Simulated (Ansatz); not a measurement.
## Single-point calculation of InAs (part 2 of 2)

The same run, continued: InAs (slab, 16 atoms in the cell); DFT PBE+D3(BJ), scalar-relativistic, plane waves, PAW, no spin polarisation (Ansatz 0.2.0); cutoff 420 eV, 3×3×1 k-mesh, Gaussian smearing of 0.1 eV. The structure derives from an entry of the Crystallography Open Database. It belongs to a series of runs on one base structure; here: the slab at its places in the relaxed adsorbed structure.

Geometry of the input (Å; fractional positions):
```
8.6439  0.0000  0.0000
-4.3219  7.4858  0.0000
0.0000  0.0000  23.1029
As 0.5000  0.0000  0.3463
As 0.5000  0.5000  0.3463
As 0.0000  0.0000  0.3463
As 0.0000  0.5000  0.3463
In 0.1667  0.8333  0.3845
In 0.1667  0.3333  0.3845
In 0.6667  0.8333  0.3845
In 0.6667  0.3333  0.3845
As 0.6821  0.8639  0.5057
As 0.6825  0.3169  0.5057
As 0.1665  0.8334  0.5077
As 0.1360  0.3181  0.5057
In 0.3407  0.6597  0.5212
In 0.3412  0.1817  0.5208
In 0.8182  0.6582  0.5207
In 0.8334  0.1664  0.5746
```

### Output, continued
```
  k-point 1: bands = ["-36.3788", "-36.3751", "-36.3716", "-36.3710", "-36.3677", "-36.3672", "-36.3664", "-36.3587", "-36.3580", "-36.3572", "-36.3547", "-36.3494", "-36.3489", "-36.3468", "-36.3461", "-36.2328", "-36.2326", "-36.2030", "-36.2029", "-36.2025", "-35.4817", "-35.4816", "-35.4628", "-35.4627", "-35.4585", "-35.4440", "-35.4439", "-35.4428", "-35.4423", "-35.4421", "-35.4409", "-35.4192", "-35.4192", "-35.4177", "-35.4165", "-35.4164", "-35.4150", "-35.4109", "-35.4108", "-35.4092", "-15.9426", "-15.9151", "-15.8989", "-15.8937", "-15.8228", "-15.8197", "-15.8060", "-15.7952", "-15.7854", "-15.7807", "-15.7667", "-15.7600", "-15.7534", "-15.7454", "-15.6966", "-15.3661", "-15.3625", "-15.2827", "-15.2823", "-15.2815", "-14.9772", "-14.9758", "-14.9722", "-14.9595", "-14.8975", "-14.8966", "-14.8816", "-14.8701", "-14.8652", "-14.8543", "-14.8478", "-14.8439", "-14.8046", "-14.7986", "-14.7936", "-14.7888", "-14.7845", "-14.7686", "-14.7529", "-14.7510", "-12.1718", "-11.6702", "-11.3860", "-11.2988", "-11.0212", "-10.5396", "-10.2485", "-10.2304", "-6.6551", "-6.5990", "-6.1483", "-5.8151", "-5.7558", "-5.3252", "-5.1765", "-4.1162", "-3.8960", "-3.7029", "-3.2533", "-3.1076", "-2.8924", "-2.8043", "-2.7900", "-2.6853", "-2.5658", "-2.2319", "-1.9128", "-1.6830", "-1.4489", "-1.3002", "-1.2151", "-1.1221", "-0.9393", "0.2994", "0.4310", "0.4490", "0.6553", "1.0026", "1.2559", "1.5338", "1.7556", "1.8957", "1.9635", "2.2924", "2.5031", "2.9271", "3.0891", "3.1103", "3.2241", "3.4802", "3.5659", "3.5772", "3.8011", "4.0013", "4.0554"]
  k-point 2: bands = ["-36.3788", "-36.3751", "-36.3716", "-36.3710", "-36.3678", "-36.3672", "-36.3664", "-36.3587", "-36.3580", "-36.3572", "-36.3547", "-36.3494", "-36.3489", "-36.3468", "-36.3461", "-36.2328", "-36.2326", "-36.2030", "-36.2029", "-36.2025", "-35.4817", "-35.4816", "-35.4628", "-35.4627", "-35.4585", "-35.4441", "-35.4439", "-35.4428", "-35.4423", "-35.4421", "-35.4409", "-35.4192", "-35.4191", "-35.4177", "-35.4165", "-35.4164", "-35.4150", "-35.4109", "-35.4108", "-35.4092", "-15.9425", "-15.9152", "-15.8989", "-15.8937", "-15.8228", "-15.8197", "-15.8061", "-15.7951", "-15.7853", "-15.7807", "-15.7668", "-15.7603", "-15.7532", "-15.7454", "-15.6966", "-15.3661", "-15.3624", "-15.2827", "-15.2824", "-15.2815", "-14.9772", "-14.9758", "-14.9722", "-14.9595", "-14.8974", "-14.8967", "-14.8815", "-14.8701", "-14.8653", "-14.8543", "-14.8478", "-14.8439", "-14.8047", "-14.7987", "-14.7936", "-14.7888", "-14.7846", "-14.7686", "-14.7529", "-14.7510", "-12.1717", "-11.6701", "-11.3866", "-11.2983", "-11.0212", "-10.5396", "-10.2485", "-10.2305", "-6.6548", "-6.5997", "-6.1479", "-5.8152", "-5.7557", "-5.3251", "-5.1764", "-4.1159", "-3.8957", "-3.7034", "-3.2536", "-3.1082", "-2.8922", "-2.8041", "-2.7898", "-2.6852", "-2.5656", "-2.2319", "-1.9128", "-1.6830", "-1.4492", "-1.3001", "-1.2156", "-1.1221", "-0.9391", "0.3003", "0.4302", "0.4488", "0.6539", "1.0029", "1.2574", "1.5341", "1.7551", "1.8968", "1.9631", "2.2919", "2.5030", "2.9262", "3.0894", "3.1103", "3.2250", "3.4801", "3.5656", "3.5774", "3.8015", "4.0018", "4.0549"]
  k-point 4: bands = ["-36.3788", "-36.3750", "-36.3716", "-36.3710", "-36.3678", "-36.3672", "-36.3664", "-36.3587", "-36.3580", "-36.3572", "-36.3547", "-36.3495", "-36.3489", "-36.3469", "-36.3461", "-36.2328", "-36.2326", "-36.2030", "-36.2029", "-36.2025", "-35.4817", "-35.4816", "-35.4628", "-35.4627", "-35.4585", "-35.4441", "-35.4439", "-35.4428", "-35.4423", "-35.4421", "-35.4409", "-35.4192", "-35.4191", "-35.4177", "-35.4165", "-35.4164", "-35.4150", "-35.4109", "-35.4108", "-35.4092", "-15.9431", "-15.9142", "-15.9003", "-15.8932", "-15.8218", "-15.8197", "-15.8048", "-15.7968", "-15.7856", "-15.7816", "-15.7648", "-15.7602", "-15.7531", "-15.7462", "-15.6968", "-15.3645", "-15.3640", "-15.2828", "-15.2823", "-15.2814", "-14.9768", "-14.9762", "-14.9720", "-14.9597", "-14.8977", "-14.8963", "-14.8821", "-14.8700", "-14.8647", "-14.8543", "-14.8480", "-14.8440", "-14.8045", "-14.7979", "-14.7946", "-14.7895", "-14.7838", "-14.7684", "-14.7528", "-14.7512", "-12.1722", "-11.6705", "-11.3811", "-11.3032", "-11.0211", "-10.5395", "-10.2480", "-10.2310", "-6.6571", "-6.5902", "-6.1531", "-5.8145", "-5.7558", "-5.3270", "-5.1761", "-4.1200", "-3.8993", "-3.7030", "-3.2539", "-3.1039", "-2.8951", "-2.8040", "-2.7893", "-2.6852", "-2.5652", "-2.2288", "-1.9148", "-1.6827", "-1.4483", "-1.3006", "-1.2153", "-1.1222", "-0.9392", "0.3032", "0.4366", "0.4481", "0.6645", "1.0008", "1.2520", "1.5366", "1.7523", "1.8922", "1.9608", "2.2927", "2.5055", "2.9300", "3.0876", "3.1103", "3.2172", "3.4817", "3.5660", "3.5780", "3.7993", "3.9955", "4.0576"]
```

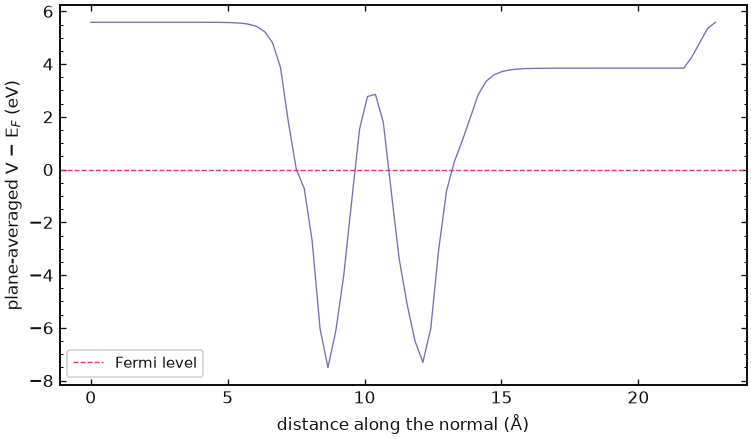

Plane average of the electrostatic potential energy of an electron across the cell, from the Fermi level. The vacuum level lies 3.85 eV above the Fermi level on the upper side and 5.58 eV on the lower.

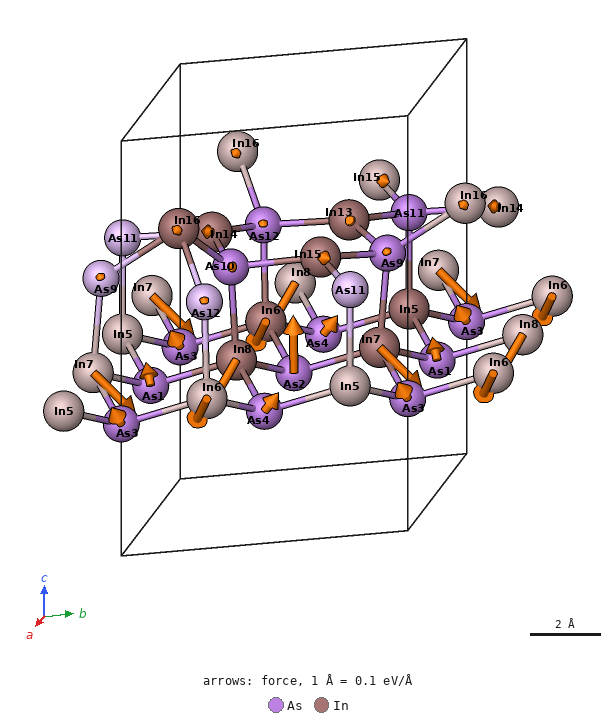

Forces on the atoms as orange arrows (ball-and-stick view of the cell of the calculation, with the vacuum cut short, seen slightly off an axis; neighbours outside the cell are drawn fainter; atoms are numbered from 1 in the order of the input); the smallest are left out. The largest act on In7, In8 (0.18 eV/Å); In6 (0.17 eV/Å); As2 (0.17 eV/Å); As1, As3, As4 (0.07 eV/Å). The geometry is not a stationary point of this energy.

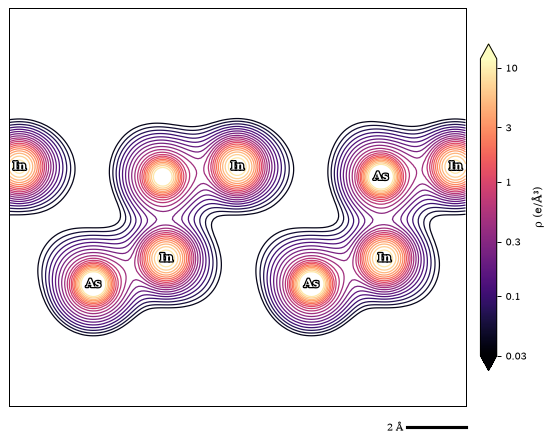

Valence electron density on the (110) plane of the calculation cell, a cut from vacuum to vacuum. The section cuts through As and In sites. In–As (2.60 Å): ρ is about 0.43 e/Å³ halfway. In–As (2.65 Å): ρ is about 0.4 e/Å³ halfway. In–As (2.81 Å): ρ at the midpoint is about 0.28 e/Å³. The density dies away to nearly zero in the vacuum. In a PAW calculation such maps are meaningful between the atoms, not at the nuclei.

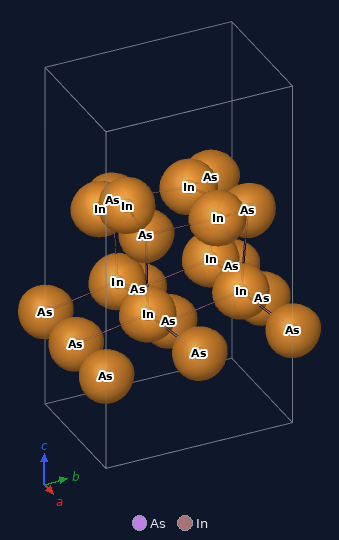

Isosurface of the valence pseudo-density at 0.6 e/Å³ (orange), seen slightly off an axis. Sticks mark near contacts. At this value the density breaks into separate islands; it holds about 75 % of the electrons treated as valence (semicore included). It is pinched off along the In–As (2.60 Å), In–As (2.65 Å), In–As (2.76 Å) and In–As (2.81 Å) contacts. On the grid the lowest density along these lines, outside the cores, is 0.43 e/Å³ (In–As, 2.60 Å), 0.39 e/Å³ (In–As, 2.65 Å), 0.31 e/Å³ (In–As, 2.76 Å) and 0.28 e/Å³ (In–As, 2.81 Å).

### Summary

| quantity | value |
| --- | --- |
| outcome | converged |
| electrons treated | 224 |
| free energy | −83633.6545 eV |
| work function, top face | 3.85 eV |
| work function, bottom face | 5.58 eV |
| Fermi energy | −0.979 eV |
| gap on the k-point mesh | none (metallic) |
| work function (upper face) | 3.85 eV |
| largest force (length of the vector) | 0.177 eV/Å |
| wall time | 39 s (CPU time 2.5 min) |
| peak memory | 3.6 GiB |
